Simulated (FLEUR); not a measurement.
## KCl: 5 runs along one coordinate

System: KCl (Fm-3m, 2 atoms in the cell).
Method: Kohn-Sham DFT of a periodic cell, WC, all-electron, no spin polarisation (FLEUR MaX-R8.1 (later development tree)).

The 5 runs differ only in the geometry, by an even scaling of the cell at fixed fractional positions. The structure derives from an entry of the Crystallography Open Database.

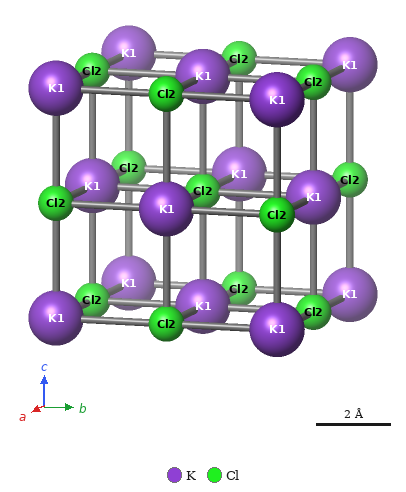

Figure 1. The structure of run 3 (ball-and-stick view of the cell 4 times as large as that of the calculation, set on its symmetry axes, seen slightly off an axis; atoms are numbered from 1 in the order of the input).

### Input of run 3
```
<?xml version="1.0" encoding="UTF-8" standalone="no"?>
<fleurInput fleurInputVersion="0.39">
   <comment>
      KCl                                                                                                 
   </comment>
   <calculationSetup>
      <cutoffs Kmax="4.1" Gmax="12.7" GmaxXC="12.7" numbands="0"/>
      <scfLoop itmax="60" minDistance="0.00001" maxIterBroyd="15" imix="Anderson" alpha="0.05" precondParam="0.0" spinf="2.0" sdNocoIR="T"/>
      <coreElectrons ctail="T" frcor="F" kcrel="0" coretail_lmax="0"/>
      <xcFunctional name="wc" relativisticCorrections="F"/>
      <magnetism jspins="1"/>
      <soc l_soc="F" theta="0.0" phi="0.0" spav="F"/>
      <expertModes spex="0" secvar="F"/>
      <geometryOptimization l_f="F" forcealpha="1.0" forcemix="BFGS" epsdisp="0.00001" epsforce="0.00001"/>
      <ldaU l_linMix="F" mixParam="0.05" spinf="1.0"/>
   </calculationSetup>
   <cell>
      <bzIntegration valenceElectrons="16.0" mode="hist" fermiSmearingEnergy="0.00183747">
         <kPointListSelection listName="default-1"/>
         <!-- k-points included here -->
         <xi:include xmlns:xi="http://www.w3.org/2001/XInclude" href="kpts.xml"> </xi:include>
      </bzIntegration>
      <!-- symmetry operations included here -->
      <xi:include xmlns:xi="http://www.w3.org/2001/XInclude" href="sym.xml"> </xi:include>
      <bulkLattice scale="1.0000000000">
         <bravaisMatrix>
            <row-1>    0.0000000000000000     5.9459665592701612     5.9459665592701612</row-1>
            <row-2>    5.9459665592701612     0.0000000000000000     5.9459665592701612</row-2>
            <row-3>    5.9459665592701612     5.9459665592701612     0.0000000000000000</row-3>
         </bravaisMatrix>
      </bulkLattice>
   </cell>
   <atomSpecies>
      <species name="Potassium (K)" element="K" atomicNumber="19">
         <mtSphere radius="2.66" gridPoints="879" logIncrement="0.014"/>
         <atomicCutoffs lmax="11" lnonsphr="8"/>
         <electronConfig flipSpins="F">
            <coreConfig>(1s1/2) (2s1/2) (2p1/2) (2p3/2)</coreConfig>
            <valenceConfig>(3s1/2) (3p1/2) (3p3/2) (4s1/2)</valenceConfig>
            <stateOccupation state="(4s1/2)" spinUp="0.500000" spinDown="0.500000"/>
         </electronConfig>
         <energyParameters s="4" p="3" d="3" f="4"/>
         <lo type="SCLO" l="0" n="3" eDeriv="0"/>
         <lo type="HELO" l="1" n="4" eDeriv="0"/>
         <lo type="HELO" l="1" n="4" eDeriv="1"/>
         <lo type="SCLO" l="2" n="3" eDeriv="2"/>
         <lo type="SCLO" l="3" n="4" eDeriv="2"/>
      </species>
      <species name="Chlorine (Cl)" element="Cl" atomicNumber="17">
         <mtSphere radius="2.5" gridPoints="879" logIncrement="0.014"/>
         <atomicCutoffs lmax="11" lnonsphr="8"/>
         <electronConfig flipSpins="F">
            <coreConfig>(1s1/2) (2s1/2) (2p1/2) (2p3/2)</coreConfig>
            <valenceConfig>(3s1/2) (3p1/2) (3p3/2)</valenceConfig>
            <stateOccupation state="(3p1/2)" spinUp="0.833333" spinDown="0.833333"/>
            <stateOccupation state="(3p3/2)" spinUp="1.666667" spinDown="1.666667"/>
         </electronConfig>
         <energyParameters s="3" p="3" d="3" f="4"/>
         <lo type="SCLO" l="0" n="3" eDeriv="2"/>
         <lo type="SCLO" l="1" n="3" eDeriv="2"/>
         <lo type="SCLO" l="2" n="3" eDeriv="2"/>
         <lo type="SCLO" l="3" n="4" eDeriv="2"/>
      </species>
   </atomSpecies>
   <atomGroups>
      <atomGroup species="Potassium (K)">
         <relPos label="                   1">.0000000000 .0000000000 .0000000000</relPos>
         <force calculate="T" relaxXYZ="TTT"/>
      </atomGroup>
      <atomGroup species="Chlorine (Cl)">
         <relPos label="                   2">1.000/2.000 1.000/2.000 1.000/2.000</relPos>
         <force calculate="T" relaxXYZ="TTT"/>
      </atomGroup>
   </atomGroups>
   <output dos="F" band="F" slice="F">
      <checks vchk="F" cdinf="F"/>
      <bandDOS minEnergy="-.5*Htr" maxEnergy="0.5*Htr" sigma="0.015" storeEVData="T"/>
      <vacuumDOS vacdos="F" integ="F" star="F" nstars="0" locx1="0.0" locy1="0.0" locx2="0.0" locy2="0.0" nstm="0" tworkf="0.0"/>
      <unfoldingBand unfoldBand="F" supercellX="1" supercellY="1" supercellZ="1"/>
      <plotting iplot="0" polar="F">
         <plot TwoD="T" vec1="  1.0  0.0  0.0" vec2="  0.0  1.0  0.0" vec3="  0.0  0.0  1.0" zero="  0.0  0.0  0.0" file="plot"/>
      </plotting>
      <chargeDensitySlicing numkpt="0" minEigenval="0.0" maxEigenval="0.0" nnne="0" pallst="F"/>
      <specialOutput eonly="F"/>
      <moessbauerParams electricFieldGradient="T" isomerShift="T" coreHyperfine="T" valenceHyperfine="T"/>
      <magneticCircularDichroism mcd="F" energyLo="-10.0" energyUp="0.0"/>
   </output>
  <!-- We include the file relax.xml here to enable relaxations (see documentation) -->
  <xi:include xmlns:xi="http://www.w3.org/2001/XInclude" href="relax.xml"> <xi:fallback/> </xi:include>
</fleurInput>
```

Command:
```bash
inpgen -f crystal.txt -profile fastHighL; fleur_MPI
```

Lattice vectors (Å) and fractional positions of run 3:
```
   0.000000    3.146470    3.146470
   3.146470    0.000000    3.146470
   3.146470    3.146470    0.000000
K   0.000000  0.000000  0.000000
Cl  0.500000  0.500000  0.500000
```

Run 4 has the same physical settings and fractional positions; its lattice vectors (Å) are:
```
   0.000000    3.187876    3.187876
   3.187876    0.000000    3.187876
   3.187876    3.187876    0.000000
```

### Results, with one run withheld

| run | volume per atom (Å³) | free energy per atom, from the lowest run given (meV) | gap on the mesh (eV) |
| --- | --- | --- | --- |
| 1 | 29.282 | 3.73 | 5.31 |
| 2 | 29.905 | 0.95 | 5.24 |
| 3 | 31.151 | 0.00 | 5.12 |
| 4 | 32.397 | ? | ? |
| 5 | 33.020 | 7.62 | 4.96 |

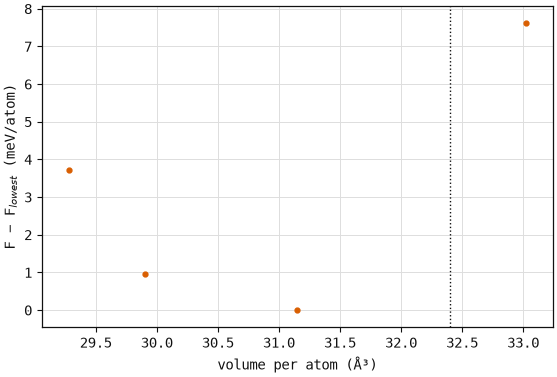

Figure 2. Free energy per atom of the runs given; the dotted line marks run 4.

What should run 4 give?

A quadratic polynomial in V^(−2/3) (the Birch–Murnaghan form), fitted to the 4 runs given, misses them by at most 0.03 meV per atom. With x = V^(−2/3) − 0.10181 Å⁻², it reads F = −0.29337 − 58.425 x + 3.5341e+05 x² (meV per atom). At run 4 it gives 4.01 meV per atom, and the run itself gives 4.07. The fit has its minimum at 30.746 Å³ per atom, where V d²F/dV² gives 17 GPa: the bulk modulus at this level, since symmetry fixes the shape and the positions. The gap on the mesh goes, without turning, from 5.31 eV in run 1 to 4.96 eV in run 5; run 4 has 5.01 eV. These are gaps of this functional on this mesh, which can miss the band edges; they aren't the measured gap.

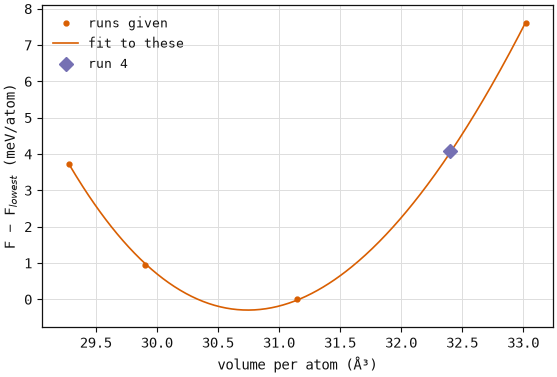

Figure 3. The fit and the withheld run.

### Output (run 4)
```
Welcome to FLEUR        (www.flapw.de)
      MaX-Release 8.1          (www.max-centre.eu)

 ========== k-point set info ==========
 Selected k-point list: default-1
 k-point list type: mesh
 7 x 7 x 7
 Number of k points: 20

 ------------Calculation Setup---------------------------
 Number of MPI-tasks      :            1
 Number of PE/node        :            1
 Number of OMP-threads    :            1
 Most efficient MPI parallelization for:
           1           2           4           5          10          20
 Additional eigenvalue parallelization possible
 Number of basis functions:          601
 Approximate size of matrices (H+S) per k-point:         0.005 GB
 --------------------------------------------------------

 Iteration:     1   Distance:       4.20113998 me/bohr^3

 Iteration:     2   Distance:       3.70346940 me/bohr^3

 Iteration:     3   Distance:       1.49619066 me/bohr^3

 Iteration:     4   Distance:       0.87962389 me/bohr^3

 Iteration:     5   Distance:       0.34766378 me/bohr^3

 Iteration:     6   Distance:       0.41325248 me/bohr^3

 Iteration:     7   Distance:       0.03462492 me/bohr^3

 Iteration:     8   Distance:       0.02125870 me/bohr^3

 Iteration:     9   Distance:       0.01241880 me/bohr^3

 Iteration:    10   Distance:       0.00253333 me/bohr^3

 Iteration:    11   Distance:       0.00135179 me/bohr^3

 Iteration:    12   Distance:       0.00017769 me/bohr^3

 Iteration:    13   Distance:       0.00005914 me/bohr^3

 Iteration:    14   Distance:       0.00001876 me/bohr^3

 Iteration:    15   Distance:       0.00000375 me/bohr^3

 ********************************************************************
 Run finished successfully
 Stop message:
   all done
 ********************************************************************
```
